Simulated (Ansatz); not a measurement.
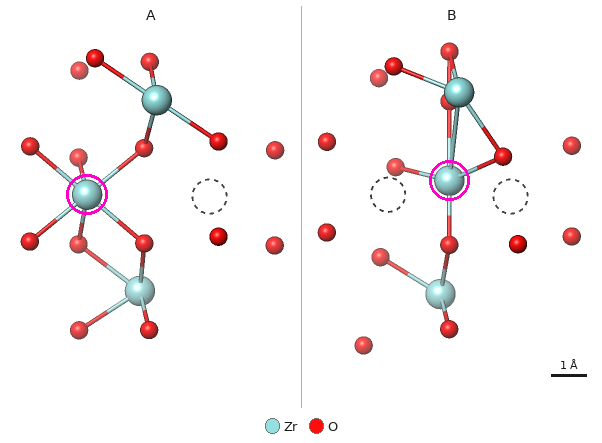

A vacancy jump of zirconium in ZrO₂ (P4_2/nmc phase), in a neutral cell with 23 atoms, whose images lie 7.2 Å apart. One frame is the relaxed vacancy; in the other the neighbouring Zr atom (ringed) was set half-way along its jump of 3.58 Å and all atoms were relaxed in the symmetry of that start. Dashed circles mark empty sites. The picture is a ball-and-stick view of the slice 3.8 Å thick through the jump, out to 4.6 Å from its middle, seen across the jump.

All numbers below come from DFT PBEsol, scalar-relativistic, plane waves, PAW (Ansatz 0.2.0). Set-up: plane-wave cutoff 420 eV; k-point mesh 4 × 4 × 4; occupations gaussian; smearing width 0.05 eV; no spin polarisation; atoms relaxed in a fixed cell; force threshold 0.02 eV/Å.

### Which frame is the half-way one, and how far apart are the two in energy?

Frame B is the half-way start after relaxation. It lies 2.38 eV above the relaxed vacancy. The atom stays half-way, bowed 0.44 Å off the straight line. The symmetry of the start was kept and can hold it there, so for a path with one hump at the middle this is the barrier or an upper bound to it. There it has 1 O as nearest neighbours, the closest at 1.88 Å. Both cells are metallic on the mesh.

Limits of the set-up: the periodic images lie only 7.2 Å apart, so the values are limited by the cell's size.
